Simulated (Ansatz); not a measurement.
Geometry relaxation of Rh (part 1 of 2)

Rh (P6₃/mmc, 4 atoms in the cell), computed with DFT PBE, scalar-relativistic, plane waves, PAW, no spin polarisation (Ansatz 0.2.0).

The structure derives from a Materials Project entry.

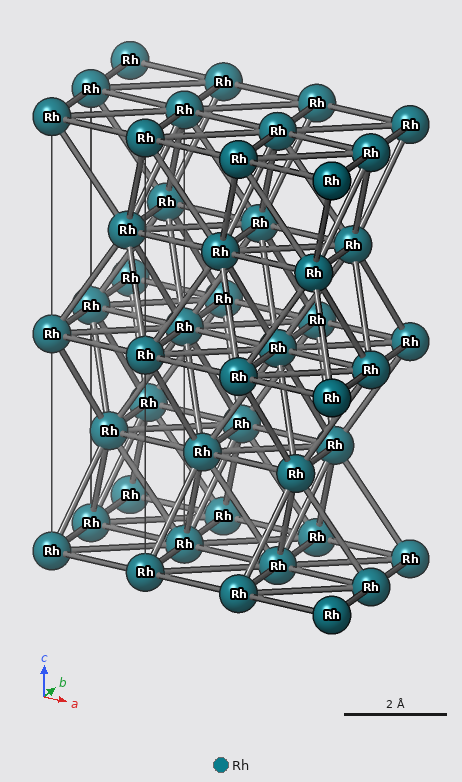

Figure 1. The structure as given in the input (ball-and-stick view of the cell of the calculation, repeated 3 × 2 × 1, seen slightly off an axis).

**Input**
```yaml
crystal:
  lattice:
    - [2.6917446234, 0.0, 0.0]
    - [-1.3458723117, 2.3311192244, 0.0]
    - [0.0, 0.0, 8.79807013]
  atoms:
    - { symbol: Rh, position: [0.0, 0.0, 0.0] }
    - { symbol: Rh, position: [0.33333333, 0.66666667, 0.25] }
    - { symbol: Rh, position: [0.0, 0.0, 0.5] }
    - { symbol: Rh, position: [0.66666667, 0.33333333, 0.75] }
basis:
  ecutwfc: 420
kpoints:
  mp_grid: { grid: [18, 18, 6] }
hamiltonian:
  xc: pbe
scf:
  occupations: { method: gaussian, width: 0.1 }
output:
  forces: true
  stress: true
  eigenvalues: true
  write_density: true
  write_potential: true
  elf: true
  volumetric_format: npy
relax:
  adjacent_minimum: "off"
  f_tol: 0.005
  max_steps: 80
  cell: { stress_tol: 0.05 }
```

Machine: 1 thread of Arm Neoverse V2, 240 GiB of memory available, shared host.

Launched with:
```bash
ansatz run input.yaml --threads 1 --pin off --max-ram 2560MiB --backend cpu --events-out ev --progress --plain --runs-dir out
```

**The program's output**
```
Engine: ansatz 0.2.0, aarch64-unknown-linux-gnu
Pseudopotentials: kind: paw
Pseudopotential: Rh, paw, valence charge 17, recommended cutoff 420 eV (normal), Rh.paw.azcp
Functional definition: PBE
  parameter kappa = 0.804
  parameter beta = 0.06672455060314922
  exchange = pbe_x(kappa = kappa, mu = beta*pi^2/3)
  correlation = pbe_c(beta = beta)
Crystal: 4 atoms, lattice volume = 55.206 Å³
Basis set: ecut = 420 eV, 1091 PW (Γ), exchange–correlation on 36×36×120 points (8 copies of the dense FFT grid, shifted against one another)
Bands: 41, of which v1, the nominal top of the filled ones, is band 34 counted from 1 (33 counted from 0)
Symmetry: 24 space group operations
Space group: P63/mmc (ITA 194), of the structure as read, at distance tolerance 3.8e-5 Å
k-points: 148 of 1944
Non-local potential: Rh, projectors of the file, l = 0: 3, l = 1: 2, l = 2: 2, l = 3: 1
PAW form: soft (Blöchl's): semilocal exchange-correlation on the pseudo side does not see the compensation charge
PAW one-centre angular grid: Rh, 590 points (default); XC on 64 Gauss nodes
Initial density: superposition of atomic densities (neutral atoms: chi_scale 0, normalization atom), corrected by the library's trained network
Initial wavefunctions: pseudopotential atomic-orbital guess
Functional: x = pbe(κ = 0.804, μ = 0.2195149727645171), c = pbe(β = 0.06672455060314922)
SCF iter   1: F=—  HF=-25611.473391 eV  |F-HF|=—  |Δ(HF+E_count)|=         —  Δρ=5.90e-3  dr2=3.03e-3  ethr=1.77e-3  ⟨swp⟩=5.8  Hψ=20413  notcnv=0  defer=17
preconditioner: auto → Kerker (q_TF=auto, 2.825 Å⁻¹)  [metal: Δε(μ)=0.006 eV  Ē_g=6.510 eV  σ=0.100 eV  W_gap=0.03  n_scr=24 (ndim 8)  ℏωp=30.0 eV  f_vac=0.000  D(μ)=5.83/eV (n_scr^D=66)]
SCF iter   2: F=—  HF=-25611.476878 eV  |F-HF|=—  |Δ(HF+E_count)|=   3.49e-3  Δρ=3.24e-3  dr2=9.52e-4  ethr=4.46e-6  ⟨swp⟩=2.7  Hψ=12560  notcnv=0  defer=23
SCF iter   3: F=—  HF=-25611.477582 eV  |F-HF|=—  |Δ(HF+E_count)|=   7.04e-4  Δρ=2.84e-4  dr2=2.22e-5  ethr=1.40e-6  ⟨swp⟩=2.1  Hψ=7999  notcnv=0  defer=23
SCF iter   4: F=—  HF=-25611.477530 eV  |F-HF|=—  |Δ(HF+E_count)|=   5.22e-5  Δρ=1.14e-4  dr2=3.19e-6  ethr=3.27e-8  ⟨swp⟩=2.2  Hψ=8737  notcnv=0  defer=23
SCF iter   5: F=—  HF=-25611.477530 eV  |F-HF|=—  |Δ(HF+E_count)|=   3.89e-7  Δρ=1.58e-5  dr2=1.34e-7  ethr=4.68e-9  ⟨swp⟩=2.0  Hψ=8338  notcnv=0  defer=23
SCF iter   6: F=-25611.477530 eV  HF=-25611.477530 eV  |F-HF|=5.47e-9  |Δ(HF+E_count)|=   1.05e-8  Δρ=4.58e-6  dr2=1.04e-8  ethr=1.47e-10  ⟨swp⟩=9.4  Hψ=36178  notcnv=0
SCF 1 converged in 6 iterations: F = -25611.477530 eV  dr2 = 1.04e-8
  greatest PAW one-centre occupation: 1.000 electrons in one spin orbital (limit 2), on the Rh atom at site 2 (counted from 0), in its partial waves of l = 0
relax step   1: F+E_penalty+E_count = -25611.47753008 eV  Δ(F+E_penalty+E_count) = +0.000e0 eV  max|allowed force component| = 3.701e-17 eV/Å  Δτ_max = 0.0000 Å  P = +5.181 GPa  Ω = 55.206 Å³  (6 SCF iters, dr2 threshold 1.00e-7 eV, accepted)
Crystal: 4 atoms, lattice volume = 57.247 Å³
Basis set: ecut = 420 eV, 1151 PW (Γ), exchange–correlation on 36×36×120 points (8 copies of the dense FFT grid, shifted against one another)
Initial density: handed on by an earlier stage of this run
Initial wavefunctions: those handed on with the density
iter 1 solved again at ethr=8.65e-6 eV; its pass at ethr=3.10e-3 eV (dr2=5.88e-3 eV) is discarded
SCF iter   1: F=—  HF=-25611.482095 eV  |F-HF|=—  |Δ(HF+E_count)|=         —  Δρ=3.61e-3  dr2=6.86e-3  ethr=8.65e-6  ⟨swp⟩=1.1  Hψ=25379  notcnv=0
preconditioner: auto → Kerker (q_TF=auto, 2.808 Å⁻¹)  [metal: Δε(μ)=0.001 eV  Ē_g=6.231 eV  σ=0.100 eV  W_gap=0.00  n_scr=24 (ndim 8)  ℏωp=29.4 eV  f_vac=0.000  D(μ)=6.17/eV (n_scr^D=66)]
SCF iter   2: F=—  HF=-25611.480862 eV  |F-HF|=—  |Δ(HF+E_count)|=   1.23e-3  Δρ=1.90e-3  dr2=1.71e-3  ethr=8.65e-6  ⟨swp⟩=2.0  Hψ=8666  notcnv=0
SCF iter   3: F=—  HF=-25611.480598 eV  |F-HF|=—  |Δ(HF+E_count)|=   2.64e-4  Δρ=3.94e-4  dr2=4.15e-5  ethr=2.52e-6  ⟨swp⟩=2.0  Hψ=8391  notcnv=0
SCF iter   4: F=—  HF=-25611.480499 eV  |F-HF|=—  |Δ(HF+E_count)|=   9.86e-5  Δρ=4.74e-5  dr2=9.39e-7  ethr=6.10e-8  ⟨swp⟩=1.9  Hψ=9604  notcnv=0
iter 5 did not close the SCF: its close was put off for the readings that it lacked (scf_convergence_deferred on its scf_iter line)
SCF iter   5: F=-25611.480500 eV  HF=-25611.480500 eV  |F-HF|=7.15e-9  |Δ(HF+E_count)|=   4.06e-7  Δρ=1.58e-5  dr2=1.02e-7  ethr=1.38e-9  ⟨swp⟩=2.2  Hψ=7542  notcnv=0
SCF iter   6: F=-25611.480500 eV  HF=-25611.480500 eV  |F-HF|=2.10e-9  |Δ(HF+E_count)|=   9.87e-9  Δρ=4.61e-6  dr2=7.93e-9  ethr=1.51e-10  ⟨swp⟩=5.6  Hψ=35360  notcnv=0
SCF 2 converged in 6 iterations: F = -25611.480500 eV  dr2 = 7.93e-9
relax step   2: F+E_penalty+E_count = -25611.48049990 eV  Δ(F+E_penalty+E_count) = -2.970e-3 eV  max|allowed force component| = 9.252e-17 eV/Å  Δτ_max = 0.0000 Å  P = -4.169 GPa  Ω = 57.247 Å³  energy of the carried Pulay correction = -1.409e-3 eV  (6 SCF iters, dr2 threshold 4.00e-7 eV, accepted)
Crystal: 4 atoms, lattice volume = 56.319 Å³
iter 1 solved again at ethr=2.32e-6 eV; its pass at ethr=3.10e-3 eV (dr2=1.58e-3 eV) is discarded
SCF iter   1: F=—  HF=-25611.494317 eV  |F-HF|=—  |Δ(HF+E_count)|=         —  Δρ=1.64e-3  dr2=1.40e-3  ethr=2.32e-6  ⟨swp⟩=1.9  Hψ=25418  notcnv=0
preconditioner: auto → Kerker (q_TF=auto, 2.815 Å⁻¹)  [metal: Δε(μ)=0.009 eV  Ē_g=6.356 eV  σ=0.100 eV  W_gap=0.05  n_scr=24 (ndim 8)  ℏωp=29.7 eV  f_vac=0.000  D(μ)=6.01/eV (n_scr^D=66)]
SCF iter   2: F=—  HF=-25611.494056 eV  |F-HF|=—  |Δ(HF+E_count)|=   2.61e-4  Δρ=8.62e-4  dr2=3.49e-4  ethr=2.06e-6  ⟨swp⟩=1.7  Hψ=7883  notcnv=0
SCF iter   3: F=—  HF=-25611.493916 eV  |F-HF|=—  |Δ(HF+E_count)|=   1.40e-4  Δρ=1.80e-4  dr2=8.11e-6  ethr=5.13e-7  ⟨swp⟩=2.0  Hψ=8506  notcnv=0
iter 4 did not close the SCF: its close was put off for the readings that it lacked (scf_convergence_deferred on its scf_iter line)
SCF iter   4: F=-25611.493918 eV  HF=-25611.493918 eV  |F-HF|=3.26e-8  |Δ(HF+E_count)|=   1.30e-6  Δρ=2.12e-5  dr2=1.98e-7  ethr=1.19e-8  ⟨swp⟩=1.5  Hψ=7849  notcnv=0
iter 5 did not close the SCF: its close was put off for the readings that it lacked (scf_convergence_deferred on its scf_iter line)
SCF iter   5: F=-25611.493918 eV  HF=-25611.493918 eV  |F-HF|=2.26e-10  |Δ(HF+E_count)|=   7.74e-8  Δρ=6.59e-6  dr2=1.66e-8  ethr=2.91e-10  ⟨swp⟩=2.6  Hψ=10263  notcnv=0
SCF iter   6: F=-25611.493918 eV  HF=-25611.493918 eV  |F-HF|=4.18e-10  |Δ(HF+E_count)|=   2.48e-9  Δρ=1.87e-6  dr2=1.32e-9  ethr=2.44e-11  ⟨swp⟩=5.0  Hψ=31645  notcnv=0
SCF 3 converged in 6 iterations: F = -25611.493918 eV  dr2 = 1.32e-9
relax step   3: F+E_penalty+E_count = -25611.49391782 eV  Δ(F+E_penalty+E_count) = -1.342e-2 eV  max|allowed force component| = 8.327e-17 eV/Å  Δτ_max = 0.0000 Å  P = -0.177 GPa  Ω = 56.319 Å³  energy of the carried Pulay correction = -7.752e-4 eV  (6 SCF iters, dr2 threshold 4.00e-7 eV, accepted)
Crystal: 4 atoms, lattice volume = 56.279 Å³
iter 1 solved again at ethr=3.67e-9 eV; its pass at ethr=3.10e-3 eV (dr2=2.49e-6 eV) is discarded
SCF iter   1: F=—  HF=-25611.494049 eV  |F-HF|=—  |Δ(HF+E_count)|=         —  Δρ=7.08e-5  dr2=2.57e-6  ethr=3.67e-9  ⟨swp⟩=2.0  Hψ=24785  notcnv=0
preconditioner: auto → Kerker (q_TF=auto, 2.816 Å⁻¹)  [metal: Δε(μ)=0.007 eV  Ē_g=6.361 eV  σ=0.100 eV  W_gap=0.04  n_scr=24 (ndim 8)  ℏωp=29.7 eV  f_vac=0.000  D(μ)=6.01/eV (n_scr^D=66)]
SCF iter   2: F=—  HF=-25611.493967 eV  |F-HF|=—  |Δ(HF+E_count)|=   8.18e-5  Δρ=3.68e-5  dr2=6.29e-7  ethr=3.67e-9  ⟨swp⟩=1.9  Hψ=8333  notcnv=0
iter 3 did not close the SCF: its close was put off for the readings that it lacked (scf_convergence_deferred on its scf_iter line)
SCF iter   3: F=-25611.493967 eV  HF=-25611.493967 eV  |F-HF|=1.17e-9  |Δ(HF+E_count)|=   9.87e-8  Δρ=7.95e-6  dr2=1.68e-8  ethr=9.25e-10  ⟨swp⟩=2.0  Hψ=8410  notcnv=0
iter 4 did not close the SCF: its close was put off for the readings that it lacked (scf_convergence_deferred on its scf_iter line)
SCF iter   4: F=-25611.493967 eV  HF=-25611.493967 eV  |F-HF|=1.02e-10  |Δ(HF+E_count)|=   1.96e-9  Δρ=9.30e-7  dr2=3.25e-10  ethr=2.47e-11  ⟨swp⟩=2.0  Hψ=10084  notcnv=0
iter 5 did not close the SCF: its close was put off for the readings that it lacked (scf_convergence_deferred on its scf_iter line)
SCF iter   5: F=-25611.493967 eV  HF=-25611.493967 eV  |F-HF|=7.28e-12  |Δ(HF+E_count)|=  1.53e-10  Δρ=3.20e-7  dr2=4.34e-11  ethr=1.00e-12  ⟨swp⟩=2.0  Hψ=6577  notcnv=0
SCF iter   6: F=-25611.493967 eV  HF=-25611.493967 eV  |F-HF|=0.00e0  |Δ(HF+E_count)|=  3.64e-12  Δρ=7.44e-8  dr2=2.24e-12  ethr=1.00e-12  ⟨swp⟩=4.0  Hψ=25532  notcnv=0
SCF 4 converged in 6 iterations: F = -25611.493967 eV  dr2 = 2.24e-12
relax step   4: F+E_penalty+E_count = -25611.49396739 eV  Δ(F+E_penalty+E_count) = -4.957e-5 eV  max|allowed force component| = 9.194e-17 eV/Å  Δτ_max = 0.0000 Å  P = +0.006 GPa  Ω = 56.279 Å³  energy of the carried Pulay correction = -7.474e-4 eV  (6 SCF iters, accepted)
Basis set: ecut = 420 eV, 1091 PW (Γ), exchange–correlation on 40×40×120 points (8 copies of the dense FFT grid, shifted against one another)
Initial wavefunctions: pseudopotential atomic-orbital guess (no wavefunctions were taken with the density)
iter 1 solved again at ethr=4.34e-8 eV; its pass at ethr=3.10e-3 eV (dr2=2.95e-5 eV) is discarded
SCF iter   1: F=—  HF=-25611.494641 eV  |F-HF|=—  |Δ(HF+E_count)|=         —  Δρ=3.16e-4  dr2=1.37e-6  ethr=4.34e-8  ⟨swp⟩=3.0  Hψ=34945  notcnv=0
SCF iter   2: F=—  HF=-25611.494670 eV  |F-HF|=—  |Δ(HF+E_count)|=   2.87e-5  Δρ=1.61e-4  dr2=3.45e-7  ethr=2.02e-9  ⟨swp⟩=1.3  Hψ=7133  notcnv=0
SCF iter   3: F=—  HF=-25611.494700 eV  |F-HF|=—  |Δ(HF+E_count)|=   3.02e-5  Δρ=3.45e-6  dr2=3.96e-10  ethr=5.07e-10  ⟨swp⟩=2.0  Hψ=10928  notcnv=0
SCF iter   4: F=—  HF=-25611.494700 eV  |F-HF|=—  |Δ(HF+E_count)|=   1.15e-8  Δρ=4.98e-7  dr2=5.53e-11  ethr=1.00e-12  ⟨swp⟩=2.2  Hψ=8710  notcnv=0
iter 5 did not close the SCF: its close was put off for the readings that it lacked (scf_convergence_deferred on its scf_iter line)
SCF iter   5: F=-25611.494700 eV  HF=-25611.494700 eV  |F-HF|=3.64e-12  |Δ(HF+E_count)|=  3.27e-11  Δρ=1.24e-7  dr2=3.69e-12  ethr=1.00e-12  ⟨swp⟩=1.0  Hψ=6068  notcnv=0
iter 6 did not close the SCF: its close was put off for the readings that it lacked (scf_convergence_deferred on its scf_iter line)
SCF iter   6: F=-25611.494700 eV  HF=-25611.494700 eV  |F-HF|=3.64e-12  |Δ(HF+E_count)|=    0.00e0  Δρ=1.07e-8  dr2=3.64e-14  ethr=1.00e-12  ⟨swp⟩=1.0  Hψ=6068  notcnv=0
iter 7 did not close the SCF: its close was put off for the readings that it lacked (scf_convergence_deferred on its scf_iter line)
SCF iter   7: F=-25611.494700 eV  HF=-25611.494700 eV  |F-HF|=3.64e-12  |Δ(HF+E_count)|=  3.64e-12  Δρ=4.17e-9  dr2=5.11e-15  ethr=1.00e-12  ⟨swp⟩=1.0  Hψ=6068  notcnv=0
iter 8 did not close the SCF: its close was put off for the readings that it lacked (scf_convergence_deferred on its scf_iter line)
SCF iter   8: F=-25611.494700 eV  HF=-25611.494700 eV  |F-HF|=3.64e-12  |Δ(HF+E_count)|=  3.64e-12  Δρ=1.20e-9  dr2=4.88e-16  ethr=1.00e-12  ⟨swp⟩=1.0  Hψ=6068  notcnv=0
SCF iter   9: F=-25611.494700 eV  HF=-25611.494700 eV  |F-HF|=7.28e-12  |Δ(HF+E_count)|=  3.64e-12  Δρ=3.18e-10  dr2=2.31e-17  ethr=1.00e-12  ⟨swp⟩=1.5  Hψ=13116  notcnv=0
SCF 5 converged in 9 iterations: F = -25611.494700 eV  dr2 = 2.31e-17
relax step   5: F+E_penalty+E_count = -25611.49469972 eV  Δ(F+E_penalty+E_count) = -7.323e-4 eV  max|allowed force component| = 9.946e-17 eV/Å  Δτ_max = 0.0000 Å  P = +0.002 GPa  Ω = 56.279 Å³  stress off target by 4.54e-3 GPa  SCF on the basis re-selected at this cell (its energy is not comparable with the rows above)  (9 SCF iters)
```

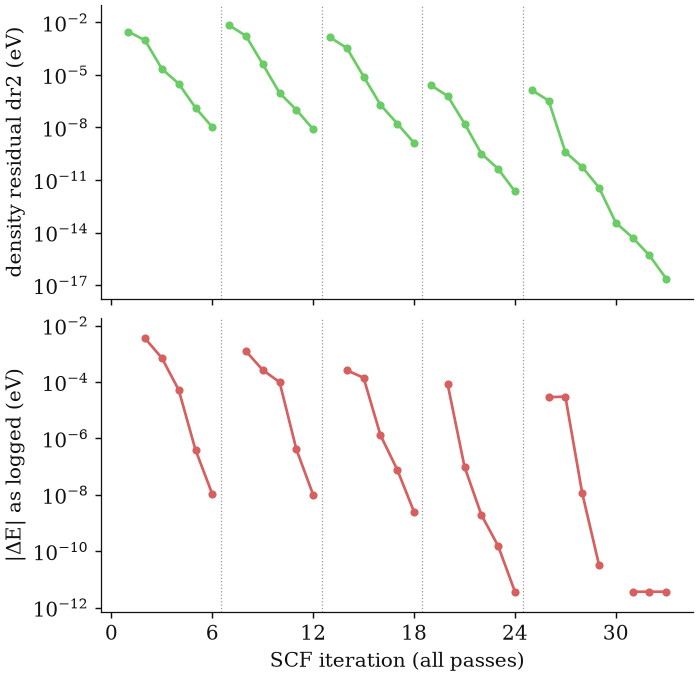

Figure 2. Convergence of the self-consistent field: density residual dr2 and size of the energy change against the SCF iteration. The dotted lines part the SCF passes of the relaxation: geometry steps, rejected trials and re-solves on a re-selected basis. The 5 passes take 6 to 9 iterations each, 33 in all.

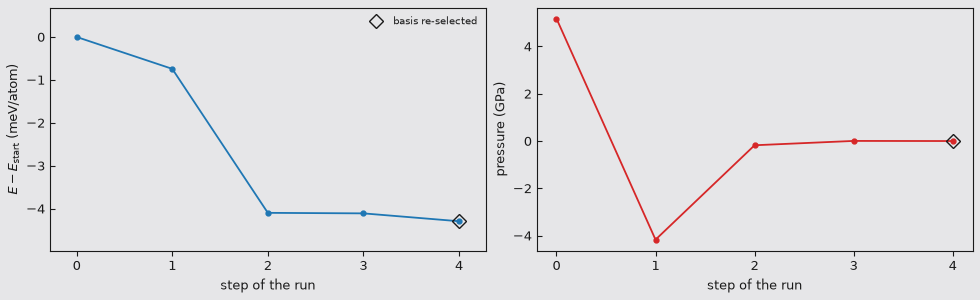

Figure 3. Progress of the relaxation, step by step (the first geometry is step 0 here and step 1 in the log).
